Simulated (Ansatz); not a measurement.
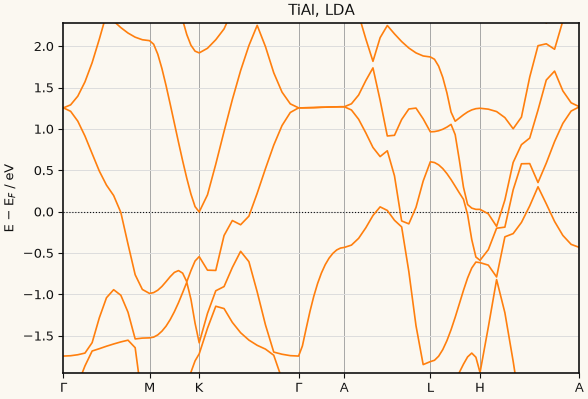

Band structure. Energies are counted from the Fermi level. The path runs straight from each named point to the next.

The Ansatz input:

```yaml
crystal:
  lattice:
    - [2.8672622327, 0.0, 0.0]
    - [-1.4336311163, 2.4831219328, 0.0]
    - [0.0, 0.0, 4.678083]
  atoms:
    - { symbol: Ti, position: [0.0, 0.0, 0.0] }
    - { symbol: Al, position: [0.3333333333, 0.6666666667, 0.5] }
kpoints:
  mp_grid: { grid: [11, 11, 6] }
  band_path:
    path:
      - [0.0, 0.0, 0.0]
      - [0.5, 0.0, 0.0]
      - [0.3333333333, 0.3333333333, 0.0]
      - [0.0, 0.0, 0.0]
      - [0.0, 0.0, 0.5]
      - [0.5, 0.0, 0.5]
      - [0.3333333333, 0.3333333333, 0.5]
      - [0.0, 0.0, 0.5]
    npoints: 12
scf:
  occupations: { method: fermi_dirac, width: 0.05 }
hamiltonian:
  xc: lda
  pseudopotentials: { kind: all_electron, lapw: { basis_error: 0.001 } }
output:
  forces: true
  stress: true
  eigenvalues: true
```

System: TiAl, space group P-6m2, 2 atoms in the cell.

Ansatz 0.2.0; LDA, all-electron LAPW, no spin polarisation, no spin-orbit coupling, 11×11×6 k mesh, Fermi-Dirac smearing of 0.05 eV.

Q: Is there a gap at the Fermi level?

A: A metal: bands cross the Fermi level along this path.

Q: Which levels at A lie nearest to the Fermi level?

A: At A the nearest levels lie 0.43 eV below and 1.27 eV above the Fermi level.

The cell is at −6 GPa in this functional. The usual form of TiAl is tetragonal (L1₀). Bands are joined in order of energy, so crossings between the computed points show as kinks or gaps.
